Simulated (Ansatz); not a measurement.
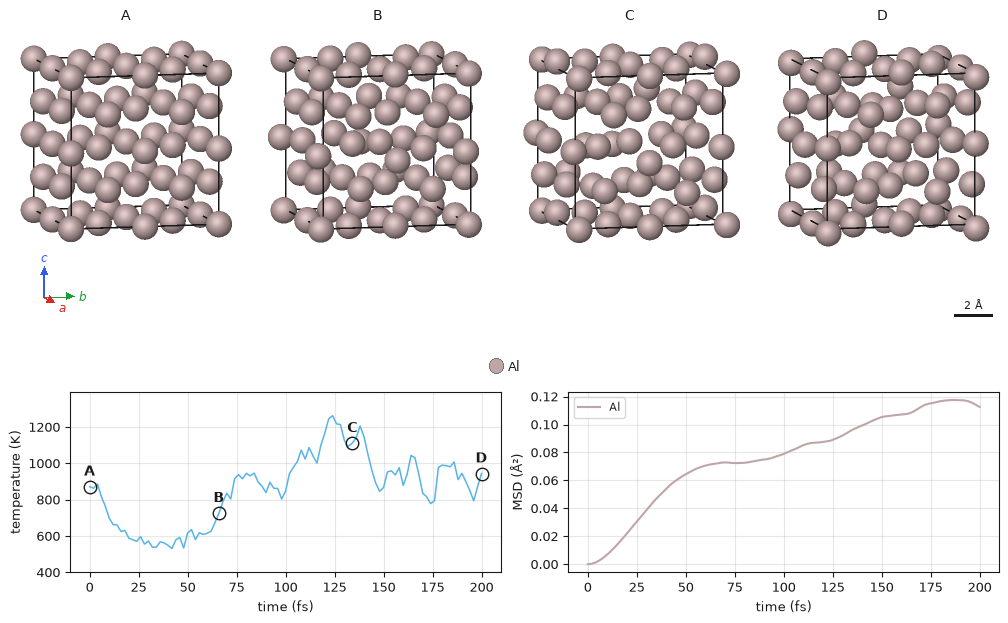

A Born-Oppenheimer molecular dynamics run of a 32-atom cell of Al, 200 fs long. The cell was cut from the fcc crystal. Frames (A at 0 fs, B at 66 fs, C at 134 fs, D at 200 fs) and the history of the run. The picture is a spheres-only view of the simulation cell, seen slightly off an axis.

All numbers below come from DFT PBEsol, scalar-relativistic, plane waves, PAW in Ansatz. Set-up: plane-wave cutoff 420 eV; k-point mesh 2 × 2 × 2; Fermi-Dirac smearing 0.1 eV; volume 1.05 times that of the relaxed crystal; Langevin thermostat (NVT); set temperature 900 K; time step 2 fs; friction 0.02 per fs.

Input
```yaml
crystal:
  lattice:
    - [8.23281, 0.0, 0.0]
    - [0.0, 8.23281, 0.0]
    - [0.0, 0.0, 8.23281]
  atoms:
    - { symbol: Al, position: [0.5, 0.0, 0.0] }
    - { symbol: Al, position: [0.75, 0.25, 0.0] }
    - { symbol: Al, position: [0.75, 0.0, 0.25] }
    - { symbol: Al, position: [0.0, 0.0, 0.0] }
    - { symbol: Al, position: [0.25, 0.25, 0.0] }
    - { symbol: Al, position: [0.5, 0.5, 0.0] }
    - { symbol: Al, position: [0.75, 0.75, 0.0] }
    - { symbol: Al, position: [0.25, 0.0, 0.25] }
    - { symbol: Al, position: [0.5, 0.25, 0.25] }
    - { symbol: Al, position: [0.75, 0.5, 0.25] }
    - { symbol: Al, position: [0.5, 0.0, 0.5] }
    - { symbol: Al, position: [0.75, 0.25, 0.5] }
    - { symbol: Al, position: [0.75, 0.0, 0.75] }
    - { symbol: Al, position: [0.0, 0.5, 0.0] }
    - { symbol: Al, position: [0.25, 0.75, 0.0] }
    - { symbol: Al, position: [0.0, 0.25, 0.25] }
    - { symbol: Al, position: [0.25, 0.5, 0.25] }
    - { symbol: Al, position: [0.5, 0.75, 0.25] }
    - { symbol: Al, position: [0.0, 0.0, 0.5] }
    - { symbol: Al, position: [0.25, 0.25, 0.5] }
    - { symbol: Al, position: [0.5, 0.5, 0.5] }
    - { symbol: Al, position: [0.75, 0.75, 0.5] }
    - { symbol: Al, position: [0.25, 0.0, 0.75] }
    - { symbol: Al, position: [0.5, 0.25, 0.75] }
    - { symbol: Al, position: [0.75, 0.5, 0.75] }
    - { symbol: Al, position: [0.0, 0.75, 0.25] }
    - { symbol: Al, position: [0.0, 0.5, 0.5] }
    - { symbol: Al, position: [0.25, 0.75, 0.5] }
    - { symbol: Al, position: [0.0, 0.25, 0.75] }
    - { symbol: Al, position: [0.25, 0.5, 0.75] }
    - { symbol: Al, position: [0.5, 0.75, 0.75] }
    - { symbol: Al, position: [0.0, 0.75, 0.75] }
basis:
  ecutwfc: 420.0
kpoints:
  mp_grid: { grid: [2, 2, 2] }
hamiltonian:
  xc: pbesol
scf:
  occupations: { method: fermi_dirac, width: 0.1 }
  lower_state_search: "off"
md:
  timestep: 2
  n_steps: 100
  ensemble: nvt_langevin
  temperature: 900.0
  initial_velocities: maxwell_boltzmann
  seed: 103231
  friction: 0.02
```

Run as
```bash
ansatz run input.yaml --threads 2 --pin off --max-ram 5120MiB --backend cpu --events-out ev --progress --plain --runs-dir out
```

Q: What do the frames and curves show?

A: The mean temperature in the second half is 994 K (standard deviation 123 K). The potential energy in the second half lies on average 123 meV per atom above the first frame. In the second half of the run the atoms are, in the root-mean-square, this far from where they began (common drift taken out): Al 0.32 Å. That is small against the typical shortest distance between atoms in the first frame, about 2.9 Å: the atoms vibrate about their sites and the arrangement holds.

Limits of the set-up: the k-point mesh is coarse for a cell with partly filled bands.

Cost: 11 min on 2 threads of Arm Neoverse V2, with other jobs on the host, peak memory 1.2 GiB.
